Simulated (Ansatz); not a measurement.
# WS2: geometry relaxation (part 2 of 3)

Continued. System: WS2 (6 atoms in the cell). Method: DFT PBE, scalar-relativistic, plane waves, PAW, no spin polarisation (Ansatz 0.2.0); cutoff 420 eV, 12×12×2 k-mesh, Gaussian smearing of 0.02 eV. The structure derives from a Materials Project entry.

Geometry of the input (Å; fractional positions):
```
3.1842  0.0000  0.0000
-1.5921  2.7576  0.0000
0.0000  0.0000  12.9783
W  0.3333  0.6667  0.2500
W  0.6667  0.3333  0.7500
S  0.3333  0.6667  0.6298
S  0.6667  0.3333  0.1298
S  0.3333  0.6667  0.8702
S  0.6667  0.3333  0.3702
```

**Log, continued**
```
SCF iter   1: F=—  HF=-24382.881284 eV  |F-HF|=—  |Δ(HF+E_count)|=         —  Δρ=2.08e-4  dr2=3.99e-6  ethr=3.78e-7  ⟨swp⟩=4.0  Hψ=9297  notcnv=0
preconditioner: auto → Resta (q_TF=auto, 2.352 Å⁻¹)  ε∞=6.7  [insulator: Δε(μ)=1.566 eV  Ē_g=8.301 eV  σ=0.020 eV  W_gap=1.00  n_scr=28 (ndim 8)  ℏωp=19.8 eV  f_vac=0.158  D(μ)=0.00/eV (n_scr^D=0)  ε∞_Penn≈6.7]
SCF iter   2: F=—  HF=-24382.881784 eV  |F-HF|=—  |Δ(HF+E_count)|=   5.00e-4  Δρ=1.08e-4  dr2=1.13e-6  ethr=7.67e-9  ⟨swp⟩=2.1  Hψ=1892  notcnv=0
SCF iter   3: F=—  HF=-24382.881909 eV  |F-HF|=—  |Δ(HF+E_count)|=   1.25e-4  Δρ=4.04e-6  dr2=2.75e-8  ethr=2.17e-9  ⟨swp⟩=2.1  Hψ=2196  notcnv=0
SCF iter   4: F=—  HF=-24382.881909 eV  |F-HF|=—  |Δ(HF+E_count)|=   4.91e-8  Δρ=2.13e-6  dr2=1.29e-8  ethr=5.29e-11  ⟨swp⟩=2.0  Hψ=1807  notcnv=0
SCF iter   5: F=—  HF=-24382.881909 eV  |F-HF|=—  |Δ(HF+E_count)|=   2.04e-9  Δρ=8.90e-7  dr2=1.97e-9  ethr=2.48e-11  ⟨swp⟩=2.1  Hψ=1694  notcnv=0
SCF iter   6: F=—  HF=-24382.881909 eV  |F-HF|=—  |Δ(HF+E_count)|=   2.01e-9  Δρ=2.48e-7  dr2=1.68e-10  ethr=3.80e-12  ⟨swp⟩=2.0  Hψ=1770  notcnv=0
SCF iter   7: F=-24382.881909 eV  HF=-24382.881909 eV  |F-HF|=1.09e-11  |Δ(HF+E_count)|=  1.13e-10  Δρ=6.86e-8  dr2=6.29e-12  ethr=1.00e-12  ⟨swp⟩=5.1  Hψ=4681  notcnv=0
SCF 7 converged in 7 iterations: F = -24382.881909 eV  dr2 = 6.29e-12
relax step   7: F+E_penalty+E_count = -24382.88190887 eV  Δ(F+E_penalty+E_count) = -3.597e-3 eV  max|allowed force component| = 2.016e-3 eV/Å  Δτ_max = 0.0000 Å  P = +0.017 GPa  Ω = 126.547 Å³  stress off target by 6.78e-2 GPa  SCF on the basis re-selected at this cell (its energy is not comparable with the rows above)  (7 SCF iters)
basis re-selected at this cell: Δ(F+E_penalty+E_count) = -3.597e-3 eV, ΔP = +0.026 GPa vs the last step (what re-selecting the basis moved, of the pressure what is left beyond the Pulay correction that the steps carried, after the strain that the cell walked since its last selection, with what the two solves' SCF thresholds leave and, on support functions, any second-order correction that the steps lacked; it is no measure of the basis error at this ecutwfc). The dense FFT grid was sized anew with the basis: this SCF ran on 24×24×100 points, the steps before it on 24×24×90, so part of this shift can come from that change (see relax.cell in the input reference). This SCF's stress stands 6.78e-2 GPa from its target on what of the cell is left free (relax.cell.stress_tol is 5.00e-2 GPa) and its largest allowed force component is 2.02e-3 eV/Å (relax.f_tol is 5.00e-3 eV/Å): not within both, so this SCF does not close the relaxation
Crystal: 6 atoms, lattice volume = 128.138 Å³
Basis set: ecut = 420 eV, 2509 PW (Γ), exchange–correlation on 48×48×200 points (8 copies of the dense FFT grid, shifted against one another)
iter 1 solved again at ethr=3.86e-6 eV; its pass at ethr=3.10e-3 eV (dr2=2.01e-3 eV) is discarded
SCF iter   1: F=—  HF=-24382.882607 eV  |F-HF|=—  |Δ(HF+E_count)|=         —  Δρ=1.46e-3  dr2=1.99e-3  ethr=3.86e-6  ⟨swp⟩=2.1  Hψ=7465  notcnv=0
preconditioner: auto → Resta (q_TF=auto, 2.348 Å⁻¹)  ε∞=6.6  [insulator: Δε(μ)=1.584 eV  Ē_g=8.298 eV  σ=0.020 eV  W_gap=1.00  n_scr=28 (ndim 8)  ℏωp=19.7 eV  f_vac=0.170  D(μ)=0.00/eV (n_scr^D=0)  ε∞_Penn≈6.6]
SCF iter   2: F=—  HF=-24382.882296 eV  |F-HF|=—  |Δ(HF+E_count)|=   3.11e-4  Δρ=7.84e-4  dr2=6.95e-4  ethr=3.83e-6  ⟨swp⟩=1.4  Hψ=1274  notcnv=0
SCF iter   3: F=—  HF=-24382.882245 eV  |F-HF|=—  |Δ(HF+E_count)|=   5.13e-5  Δρ=2.28e-4  dr2=1.22e-4  ethr=1.34e-6  ⟨swp⟩=2.0  Hψ=1738  notcnv=0
SCF iter   4: F=—  HF=-24382.882241 eV  |F-HF|=—  |Δ(HF+E_count)|=   3.12e-6  Δρ=9.03e-5  dr2=2.44e-5  ethr=2.35e-7  ⟨swp⟩=2.1  Hψ=1648  notcnv=0
SCF iter   5: F=—  HF=-24382.882270 eV  |F-HF|=—  |Δ(HF+E_count)|=   2.89e-5  Δρ=2.82e-5  dr2=2.97e-6  ethr=4.68e-8  ⟨swp⟩=2.0  Hψ=1748  notcnv=0
SCF iter   6: F=—  HF=-24382.882271 eV  |F-HF|=—  |Δ(HF+E_count)|=   9.01e-8  Δρ=2.35e-5  dr2=1.16e-6  ethr=5.71e-9  ⟨swp⟩=2.0  Hψ=1900  notcnv=0
SCF iter   7: F=—  HF=-24382.882270 eV  |F-HF|=—  |Δ(HF+E_count)|=   7.46e-8  Δρ=3.49e-6  dr2=2.41e-8  ethr=2.23e-9  ⟨swp⟩=2.1  Hψ=1719  notcnv=0
SCF iter   8: F=-24382.882270 eV  HF=-24382.882270 eV  |F-HF|=5.60e-10  |Δ(HF+E_count)|=   2.58e-8  Δρ=5.98e-7  dr2=4.45e-10  ethr=2.21e-11  ⟨swp⟩=5.4  Hψ=4753  notcnv=0
SCF 8 converged in 8 iterations: F = -24382.882270 eV  dr2 = 4.45e-10
relax step   8: F+E_penalty+E_count = -24382.88227047 eV  Δ(F+E_penalty+E_count) = -3.616e-4 eV  max|allowed force component| = 1.756e-2 eV/Å  Δτ_max = 0.0183 Å  P = +0.077 GPa  Ω = 128.138 Å³  energy of the carried Pulay correction = -2.416e-4 eV  (8 SCF iters, dr2 threshold 1.15e-8 eV, accepted)
Crystal: 6 atoms, lattice volume = 128.942 Å³
Basis set: ecut = 420 eV, 2569 PW (Γ), exchange–correlation on 48×48×200 points (8 copies of the dense FFT grid, shifted against one another)
iter 1 solved again at ethr=8.18e-7 eV; its pass at ethr=3.10e-3 eV (dr2=4.25e-4 eV) is discarded
SCF iter   1: F=—  HF=-24382.882488 eV  |F-HF|=—  |Δ(HF+E_count)|=         —  Δρ=6.78e-4  dr2=4.30e-4  ethr=8.18e-7  ⟨swp⟩=3.3  Hψ=7291  notcnv=0
preconditioner: auto → Resta (q_TF=auto, 2.345 Å⁻¹)  ε∞=6.6  [insulator: Δε(μ)=1.603 eV  Ē_g=8.298 eV  σ=0.020 eV  W_gap=1.00  n_scr=28 (ndim 8)  ℏωp=19.6 eV  f_vac=0.173  D(μ)=0.00/eV (n_scr^D=0)  ε∞_Penn≈6.6]
SCF iter   2: F=—  HF=-24382.882422 eV  |F-HF|=—  |Δ(HF+E_count)|=   6.57e-5  Δρ=3.64e-4  dr2=1.48e-4  ethr=8.18e-7  ⟨swp⟩=1.1  Hψ=1221  notcnv=0
SCF iter   3: F=—  HF=-24382.882410 eV  |F-HF|=—  |Δ(HF+E_count)|=   1.21e-5  Δρ=1.09e-4  dr2=2.95e-5  ethr=2.84e-7  ⟨swp⟩=2.0  Hψ=1695  notcnv=0
SCF iter   4: F=—  HF=-24382.882378 eV  |F-HF|=—  |Δ(HF+E_count)|=   3.24e-5  Δρ=3.98e-5  dr2=5.56e-6  ethr=5.68e-8  ⟨swp⟩=2.2  Hψ=1690  notcnv=0
SCF iter   5: F=—  HF=-24382.882379 eV  |F-HF|=—  |Δ(HF+E_count)|=   1.33e-6  Δρ=9.68e-6  dr2=4.75e-7  ethr=1.07e-8  ⟨swp⟩=2.0  Hψ=1658  notcnv=0
SCF iter   6: F=-24382.882379 eV  HF=-24382.882379 eV  |F-HF|=1.51e-8  |Δ(HF+E_count)|=   3.35e-7  Δρ=3.70e-6  dr2=2.56e-8  ethr=1.63e-10  ⟨swp⟩=4.0  Hψ=5205  notcnv=0
SCF 9 converged in 6 iterations: F = -24382.882379 eV  dr2 = 2.56e-8
relax step   9: F+E_penalty+E_count = -24382.88237938 eV  Δ(F+E_penalty+E_count) = -1.089e-4 eV  max|allowed force component| = 4.700e-4 eV/Å  Δτ_max = 0.0081 Å  P = +0.010 GPa  Ω = 128.942 Å³  energy of the carried Pulay correction = -3.680e-4 eV  (6 SCF iters, dr2 threshold 8.49e-8 eV, accepted)
Crystal: 6 atoms, lattice volume = 130.487 Å³
Basis set: ecut = 420 eV, 2581 PW (Γ), exchange–correlation on 48×48×200 points (8 copies of the dense FFT grid, shifted against one another)
iter 1 solved again at ethr=3.49e-6 eV; its pass at ethr=3.10e-3 eV (dr2=1.82e-3 eV) is discarded
SCF iter   1: F=—  HF=-24382.882716 eV  |F-HF|=—  |Δ(HF+E_count)|=         —  Δρ=1.37e-3  dr2=1.79e-3  ethr=3.49e-6  ⟨swp⟩=2.2  Hψ=7497  notcnv=0
preconditioner: auto → Resta (q_TF=auto, 2.340 Å⁻¹)  ε∞=6.5  [insulator: Δε(μ)=1.623 eV  Ē_g=8.296 eV  σ=0.020 eV  W_gap=1.00  n_scr=28 (ndim 8)  ℏωp=19.5 eV  f_vac=0.185  D(μ)=0.00/eV (n_scr^D=0)  ε∞_Penn≈6.5]
SCF iter   2: F=—  HF=-24382.882438 eV  |F-HF|=—  |Δ(HF+E_count)|=   2.78e-4  Δρ=7.35e-4  dr2=6.33e-4  ethr=3.44e-6  ⟨swp⟩=1.5  Hψ=1276  notcnv=0
SCF iter   3: F=—  HF=-24382.882389 eV  |F-HF|=—  |Δ(HF+E_count)|=   4.86e-5  Δρ=2.16e-4  dr2=1.15e-4  ethr=1.22e-6  ⟨swp⟩=2.0  Hψ=1743  notcnv=0
SCF iter   4: F=—  HF=-24382.882382 eV  |F-HF|=—  |Δ(HF+E_count)|=   7.03e-6  Δρ=8.62e-5  dr2=2.32e-5  ethr=2.21e-7  ⟨swp⟩=2.1  Hψ=1629  notcnv=0
SCF iter   5: F=—  HF=-24382.882297 eV  |F-HF|=—  |Δ(HF+E_count)|=   8.55e-5  Δρ=2.78e-5  dr2=2.94e-6  ethr=4.46e-8  ⟨swp⟩=2.0  Hψ=1750  notcnv=0
SCF iter   6: F=—  HF=-24382.882296 eV  |F-HF|=—  |Δ(HF+E_count)|=   5.24e-7  Δρ=2.25e-5  dr2=1.11e-6  ethr=5.66e-9  ⟨swp⟩=2.0  Hψ=1900  notcnv=0
SCF iter   7: F=—  HF=-24382.882296 eV  |F-HF|=—  |Δ(HF+E_count)|=   6.93e-8  Δρ=3.58e-6  dr2=2.61e-8  ethr=2.13e-9  ⟨swp⟩=2.2  Hψ=1741  notcnv=0
SCF iter   8: F=—  HF=-24382.882296 eV  |F-HF|=—  |Δ(HF+E_count)|=   2.45e-8  Δρ=6.23e-7  dr2=5.67e-10  ethr=5.03e-11  ⟨swp⟩=2.1  Hψ=1911  notcnv=0
SCF iter   9: F=-24382.882296 eV  HF=-24382.882296 eV  |F-HF|=3.27e-11  |Δ(HF+E_count)|=  7.68e-10  Δρ=1.10e-7  dr2=1.54e-11  ethr=1.00e-12  ⟨swp⟩=3.9  Hψ=5780  notcnv=0
SCF 10 converged in 9 iterations: F = -24382.882296 eV  dr2 = 1.54e-11
relax step  10: F+E_penalty+E_count = -24382.88229615 eV  Δ(F+E_penalty+E_count) = +8.323e-5 eV  max|allowed force component| = 8.209e-3 eV/Å  Δτ_max = 0.0169 Å  P = +0.041 GPa  Ω = 130.487 Å³  energy of the carried Pulay correction = -6.189e-4 eV  (9 SCF iters, accepted)
Crystal: 6 atoms, lattice volume = 130.646 Å³
iter 1 solved again at ethr=2.71e-8 eV; its pass at ethr=3.10e-3 eV (dr2=1.41e-5 eV) is discarded
SCF iter   1: F=—  HF=-24382.882378 eV  |F-HF|=—  |Δ(HF+E_count)|=         —  Δρ=1.13e-4  dr2=1.38e-5  ethr=2.71e-8  ⟨swp⟩=3.3  Hψ=7025  notcnv=0
preconditioner: auto → Resta (q_TF=auto, 2.340 Å⁻¹)  ε∞=6.5  [insulator: Δε(μ)=1.626 eV  Ē_g=8.299 eV  σ=0.020 eV  W_gap=1.00  n_scr=28 (ndim 8)  ℏωp=19.5 eV  f_vac=0.184  D(μ)=0.00/eV (n_scr^D=0)  ε∞_Penn≈6.5]
SCF iter   2: F=—  HF=-24382.882290 eV  |F-HF|=—  |Δ(HF+E_count)|=   8.85e-5  Δρ=6.24e-5  dr2=4.85e-6  ethr=2.65e-8  ⟨swp⟩=1.0  Hψ=1217  notcnv=0
SCF iter   3: F=—  HF=-24382.882281 eV  |F-HF|=—  |Δ(HF+E_count)|=   8.61e-6  Δρ=1.16e-5  dr2=3.16e-7  ethr=9.32e-9  ⟨swp⟩=2.0  Hψ=1742  notcnv=0
SCF iter   4: F=—  HF=-24382.882281 eV  |F-HF|=—  |Δ(HF+E_count)|=   6.61e-8  Δρ=7.34e-6  dr2=2.99e-7  ethr=6.07e-10  ⟨swp⟩=2.0  Hψ=1886  notcnv=0
SCF iter   5: F=—  HF=-24382.882281 eV  |F-HF|=—  |Δ(HF+E_count)|=   1.48e-8  Δρ=3.23e-6  dr2=2.11e-8  ethr=5.75e-10  ⟨swp⟩=2.0  Hψ=1556  notcnv=0
SCF iter   6: F=-24382.882281 eV  HF=-24382.882281 eV  |F-HF|=8.95e-10  |Δ(HF+E_count)|=   7.29e-9  Δρ=1.85e-6  dr2=4.89e-9  ethr=2.28e-11  ⟨swp⟩=5.4  Hψ=4687  notcnv=0
SCF 11 converged in 6 iterations: F = -24382.882281 eV  dr2 = 4.89e-9
relax step  11: F+E_penalty+E_count = -24382.88228114 eV  Δ(F+E_penalty+E_count) = +1.501e-5 eV  max|allowed force component| = 5.637e-4 eV/Å  Δτ_max = 0.0013 Å  P = -0.001 GPa  Ω = 130.646 Å³  energy of the carried Pulay correction = -6.453e-4 eV  (6 SCF iters, dr2 threshold 1.19e-8 eV, accepted)
Crystal: 6 atoms, lattice volume = 130.874 Å³
Basis set: ecut = 420 eV, 2593 PW (Γ), exchange–correlation on 48×48×200 points (8 copies of the dense FFT grid, shifted against one another)
iter 1 solved again at ethr=7.73e-8 eV; its pass at ethr=3.10e-3 eV (dr2=4.02e-5 eV) is discarded
SCF iter   1: F=—  HF=-24382.882343 eV  |F-HF|=—  |Δ(HF+E_count)|=         —  Δρ=1.96e-4  dr2=3.67e-5  ethr=7.73e-8  ⟨swp⟩=3.2  Hψ=6973  notcnv=0
preconditioner: auto → Resta (q_TF=auto, 2.339 Å⁻¹)  ε∞=6.5  [insulator: Δε(μ)=1.628 eV  Ē_g=8.299 eV  σ=0.020 eV  W_gap=1.00  n_scr=28 (ndim 8)  ℏωp=19.5 eV  f_vac=0.185  D(μ)=0.00/eV (n_scr^D=0)  ε∞_Penn≈6.5]
SCF iter   2: F=—  HF=-24382.882247 eV  |F-HF|=—  |Δ(HF+E_count)|=   9.60e-5  Δρ=1.05e-4  dr2=1.27e-5  ethr=7.06e-8  ⟨swp⟩=1.2  Hψ=1239  notcnv=0
SCF iter   3: F=—  HF=-24382.882247 eV  |F-HF|=—  |Δ(HF+E_count)|=   1.84e-7  Δρ=3.36e-5  dr2=2.86e-6  ethr=2.44e-8  ⟨swp⟩=2.0  Hψ=1665  notcnv=0
SCF iter   4: F=—  HF=-24382.882246 eV  |F-HF|=—  |Δ(HF+E_count)|=   1.34e-6  Δρ=1.17e-5  dr2=5.01e-7  ethr=5.51e-9  ⟨swp⟩=2.1  Hψ=1671  notcnv=0
SCF iter   5: F=—  HF=-24382.882246 eV  |F-HF|=—  |Δ(HF+E_count)|=   8.19e-8  Δρ=2.84e-6  dr2=3.85e-8  ethr=9.64e-10  ⟨swp⟩=2.0  Hψ=1664  notcnv=0
SCF iter   6: F=—  HF=-24382.882246 eV  |F-HF|=—  |Δ(HF+E_count)|=   2.61e-8  Δρ=1.12e-6  dr2=2.28e-9  ethr=7.40e-11  ⟨swp⟩=2.0  Hψ=1813  notcnv=0
SCF iter   7: F=—  HF=-24382.882246 eV  |F-HF|=—  |Δ(HF+E_count)|=   1.79e-9  Δρ=2.34e-7  dr2=1.17e-10  ethr=4.38e-12  ⟨swp⟩=2.1  Hψ=1900  notcnv=0
SCF iter   8: F=-24382.882246 eV  HF=-24382.882246 eV  |F-HF|=3.64e-12  |Δ(HF+E_count)|=  2.26e-10  Δρ=3.62e-8  dr2=2.19e-12  ethr=1.00e-12  ⟨swp⟩=5.0  Hψ=4532  notcnv=0
SCF 12 converged in 8 iterations: F = -24382.882246 eV  dr2 = 2.19e-12
relax step  12: F+E_penalty+E_count = -24382.88224565 eV  Δ(F+E_penalty+E_count) = +3.549e-5 eV  max|allowed force component| = 1.593e-4 eV/Å  Δτ_max = 0.0024 Å  P = +0.001 GPa  Ω = 130.874 Å³  energy of the carried Pulay correction = -6.835e-4 eV  (8 SCF iters, accepted)
iter 1 solved again at ethr=4.59e-7 eV; its pass at ethr=3.10e-3 eV (dr2=2.39e-4 eV) is discarded
SCF iter   1: F=—  HF=-24382.882515 eV  |F-HF|=—  |Δ(HF+E_count)|=         —  Δρ=1.08e-4  dr2=8.48e-7  ethr=4.59e-7  ⟨swp⟩=4.0  Hψ=9421  notcnv=0
SCF iter   2: F=—  HF=-24382.882820 eV  |F-HF|=—  |Δ(HF+E_count)|=   3.05e-4  Δρ=5.51e-5  dr2=2.19e-7  ethr=1.63e-9  ⟨swp⟩=3.2  Hψ=2629  notcnv=0
SCF iter   3: F=—  HF=-24382.882954 eV  |F-HF|=—  |Δ(HF+E_count)|=   1.34e-4  Δρ=1.54e-6  dr2=1.03e-9  ethr=4.21e-10  ⟨swp⟩=2.4  Hψ=2304  notcnv=0
SCF iter   4: F=—  HF=-24382.882954 eV  |F-HF|=—  |Δ(HF+E_count)|=   1.44e-8  Δρ=3.40e-7  dr2=2.76e-10  ethr=1.00e-12  ⟨swp⟩=7.7  Hψ=6189  notcnv=0
SCF iter   5: F=-24382.882954 eV  HF=-24382.882954 eV  |F-HF|=6.18e-11  |Δ(HF+E_count)|=  2.07e-10  Δρ=1.50e-7  dr2=5.65e-11  ethr=1.00e-12  ⟨swp⟩=4.5  Hψ=5114  notcnv=0
SCF 13 converged in 5 iterations: F = -24382.882954 eV  dr2 = 5.65e-11
relax step  13: F+E_penalty+E_count = -24382.88295403 eV  Δ(F+E_penalty+E_count) = -7.084e-4 eV  max|allowed force component| = 2.789e-6 eV/Å  Δτ_max = 0.0000 Å  P = -0.001 GPa  Ω = 130.874 Å³  stress off target by 3.60e-3 GPa  SCF on the basis re-selected at this cell (its energy is not comparable with the rows above)  (5 SCF iters)
```

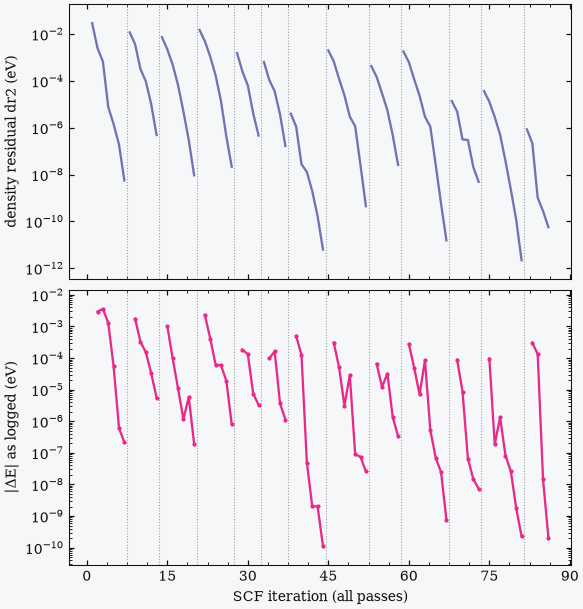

Figure 1. Convergence of the self-consistent field: density residual dr2 and size of the energy change against the SCF iteration. The dotted lines part the SCF passes of the relaxation: geometry steps, rejected trials and re-solves on a re-selected basis. The 13 passes take 5 to 9 iterations each, 86 in all.

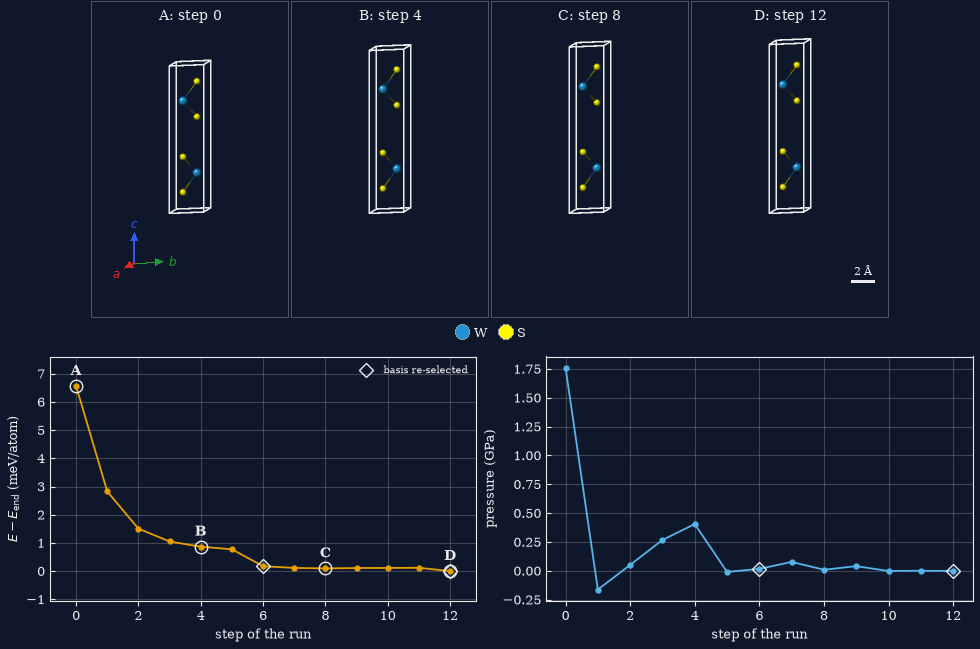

Figure 2. Frames of the relaxation (ball-and-stick view of the cell of the calculation, seen slightly off an axis) above the curves, on which the letters mark them (the first geometry is step 0 here and step 1 in the log).
